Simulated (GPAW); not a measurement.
**GaP (F-43m): refractive index against wavelength**

The refractive index of GaP (F-43m) below the direct gap (1.89 eV on the mesh) is read from one computed spectrum, n = √(Re ε).

It takes space group F-43m (No. 216, cubic). Conventional cell: a = 5.451 Å, b = 5.451 Å, c = 5.451 Å, α = 90.00°, β = 90.00°, γ = 90.00°. Ga on site a has 4 P at 2.36 Å as nearest neighbours. Around P on site c lie 4 Ga at 2.36 Å.

Method: GPAW 26.7.0, PBE, RPA, k-mesh 11×11×11, local fields up to 60 eV, Lorentzian half width 0.2 eV.

Launch of the response step: `OMP_NUM_THREADS=1 python df.py`. The run took 21 s, its band step included, on 1 thread of Arm Neoverse V2, with other jobs on the host.

| wavelength (nm) | photon energy E (eV) | n |
| --- | --- | --- |
| 3000 | 0.413 | 3.1050 |
| 2000 | 0.620 | 3.1234 |
| 1550 | 0.800 | 3.1464 |
| 1310 | 0.946 | 3.1705 |
| 1064 | 1.165 | ? |

In the single-oscillator model n² − 1 = E₀E_d/(E₀² − E²), so 1/(n² − 1) = E₀/E_d − E²/(E₀E_d) is linear in E².

Working, on the rows shown:

| x = E² (eV²) | y = 1/(n² − 1) |
| --- | --- |
| 0.170801 | 0.115727 |
| 0.384302 | 0.114212 |
| 0.639837 | 0.112362 |
| 0.895757 | 0.110472 |

Means: x̄ = 0.52267, ȳ = 0.11319. Σ(x − x̄)(y − ȳ) = -0.002145, Σ(x − x̄)² = 0.2959. Slope = -0.002145 / 0.2959 = -0.00725; intercept = ȳ − slope · x̄ = 0.11698. Turned back into n, the line misses the rows shown by at most 0.00023.

**Question.** Predict the last column of the withheld row from the fit.

**Answer.** At x = 1.3578 the line gives y = 0.10714, that is 3.2146. The run gave 3.2168, so the extrapolation is off by 0.0022, 2.0 % of the range in the table.

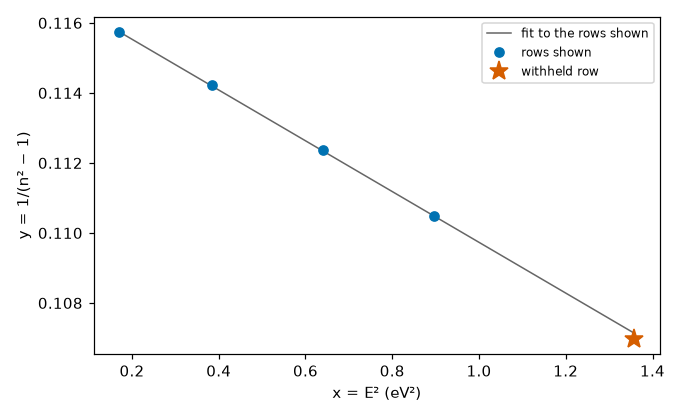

Refitted with all rows, the slope is -0.007376 and the intercept 0.11704. These give E₀ = √(intercept/−slope) = 3.98 eV and E_d = E₀/intercept = 34.0 eV; E₀ is 2.1 times the direct gap. The electronic limit at long wavelengths, without lattice vibrations, is n = √(1 + 1/intercept) = 3.089. Excitons are left out; PBE gaps are as a rule too small. The values come from a sum over the points of one k-mesh and carry its error, which grows as the direct gap shrinks. Spin-orbit coupling is left out.
